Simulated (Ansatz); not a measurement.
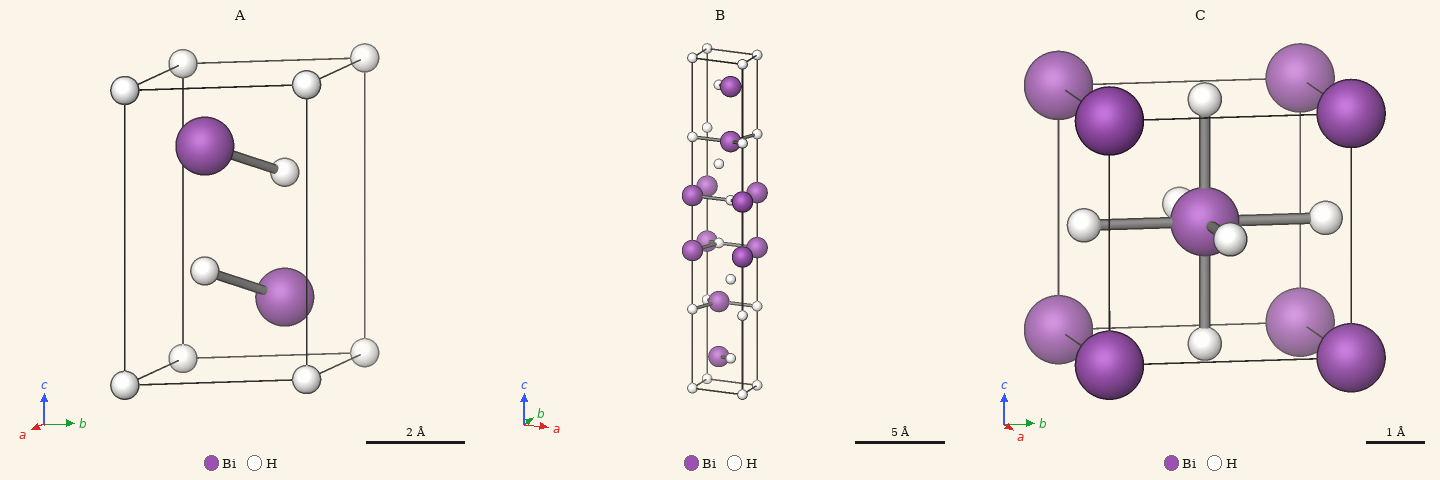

Three structures of Bi₂H₃, each relaxed to rest (conventional cells in solid outline, small ones repeated, each panel with its own scale). Method: Ansatz, DFT PBE, scalar-relativistic, plane waves, PAW, without spin polarisation.

Give the type and space group of each panel.

Answer. A: 5 atoms a cell on a primitive hexagonal lattice, P-3m1; B: 15 atoms a cell on a rhombohedral (trigonal R) lattice, R-3m; C: 5 atoms a cell on a primitive cubic lattice, Pm-3m.

Which of these is lowest in energy, and how far above it do the others lie?

Answer. B, then A (+50 meV/atom) and C (+155 meV/atom), energies at zero smearing.

Collect the results in a table.

Answer.
| panel | structure | E − E(lowest) (meV/atom) | volume (Å³/atom) | gap (eV) |
| --- | --- | --- | --- | --- |
| B | R-3m | 0 | 16.1 | metal |
| A | P-3m1 | 50 | 15.2 | metal |
| C | Pm-3m | 155 | 15.9 | metal |

Some of these may be structure types tried for this composition rather than known phases, and the most stable form need not be among them. Gaps are taken on the k-mesh or band path of each run.
